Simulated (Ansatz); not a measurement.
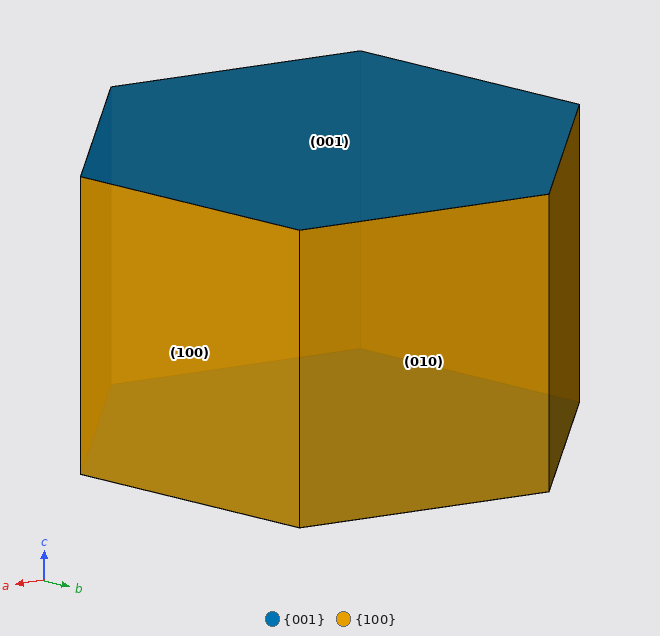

SnO2, space group P-3m1 (No. 164), a = 3.185 Å, b = 3.185 Å, c = 4.122 Å, α = 90.00°, β = 90.00°, γ = 120.00°. The shape was computed with the Donnay–Harker form of the Bravais–Friedel law: planes with larger spacing d grow more slowly and so show as larger faces; centring, glide planes and screw axes halve or divide d. Source: the end point of a relaxation at fixed volume with DFT PBE+D3(BJ), scalar-relativistic, plane waves, PAW in Ansatz; the starting structure was generated, so it need not be a known form of this composition. Forms under 0.4 % of the area are left out.

Which form makes up most of the surface, and how much?

{100}, with 6 faces and about 57 % of the area; its spacing is d = 2.759 Å.

How many faces does the whole crystal have, by form?

8 faces: 6 of {100} and 2 of {001}.

List the forms with their spacings and shares.

```tsv
form	faces	d (Å)	share of area (%)
{100}	6	2.759	57.2
{001}	2	4.122	42.8
```
